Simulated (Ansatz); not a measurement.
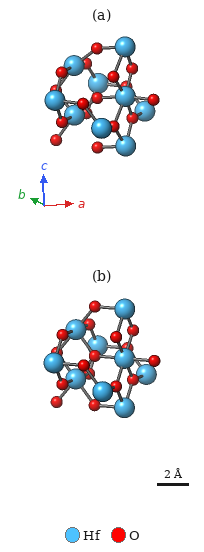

The structure of solid HfO₂ (set up in P1) before (top) and after (bottom) a relaxation, at one scale.

The picture is a ball-and-stick view of the atoms within 4.2 Å of the atom that moves most (axes of the cell of the calculation), seen slightly off an axis.

Case: all atoms moved at random, sigma 0.1 Å for each component, cell strained at random, sigma 0.01; relaxed back.

All numbers below come from DFT PBE, scalar-relativistic, plane waves, PAW (Ansatz).

The input:
```yaml
crystal:
  lattice:
    - [4.8583282187, -0.0295033482, -0.0336594781]
    - [-0.0295033482, 4.8449875023, 0.0369498625]
    - [-0.0223300024, 0.0245128732, 3.250975723]
  atoms:
    - { symbol: Hf, position: [-0.007407087, 0.0208132354, 0.0432500815] }
    - { symbol: Hf, position: [0.517443926, 0.500077587, 0.5169078202] }
    - { symbol: O, position: [0.2259210074, 0.7794986767, 0.4345157343] }
    - { symbol: O, position: [0.2746649124, 0.3100452055, -0.0164606461] }
    - { symbol: O, position: [0.6921095036, 0.6984107818, 0.012891997] }
    - { symbol: O, position: [0.7972677376, 0.1911545136, 0.5088950131] }
basis:
  ecutwfc: 420
kpoints:
  mp_grid: { grid: [6, 6, 8] }
hamiltonian:
  xc: pbe
scf:
  occupations: { method: gaussian, width: 0.05 }
output:
  forces: true
  stress: true
  eigenvalues: true
relax:
  adjacent_minimum: "off"
  f_tol: 0.01
  max_steps: 80
  cell: { stress_tol: 0.1 }
```

Launched with:
```bash
ansatz run input.yaml --threads 1 --pin off --max-ram 2560MiB --backend cpu --events-out ev --progress --plain --runs-dir out
```

Q: Summarise the run.

A: The run was cut off at its time limit before the program reported convergence, but its last step already meets the force threshold: the largest component is 0.00072 eV/Å against 0.01 eV/Å. The pressure is within 0.01 GPa of its target. Over 4 geometry steps the energy falls by 129 meV per atom. Largest force component: 1.9 eV/Å at the start, 0.00072 eV/Å at the end. The pressure goes from 6.02 to 0.01 GPa. O3 moves most relative to the cell: 0.29 Å along [−1 1 2]. Largest moves by element: O 0.29 Å, Hf 0.18 Å. Cell: a 4.859 → 4.880 Å (+0.4 %), b 4.845 → 4.878 Å (+0.7 %), c 3.251 → 3.238 Å (−0.4 %), α 89.1° → 90.0°, β 90.8° → 90.0°, γ 90.7° → 90.0°. Volume +0.7 %. Among the contacts that change: Hf1–O3 2.595 → 2.105 Å, Hf2–O4 2.283 → 2.104 Å, Hf1–O4 1.958 → 2.105 Å, Hf2–O3 1.984 → 2.106 Å. New bonds form: Hf1–O3 (2.59 → 2.10 Å). Among the angles between lasting bonds that change: Hf1–O3–Hf2 149.4° → 129.6°, O3–Hf1–O6 163.2° → 180.0°, O3–Hf1–O6 92.2° → 79.4°. The space group (tolerance 0.01 Å) goes from P1 (No. 1) to P4_2/mnm (No. 136).
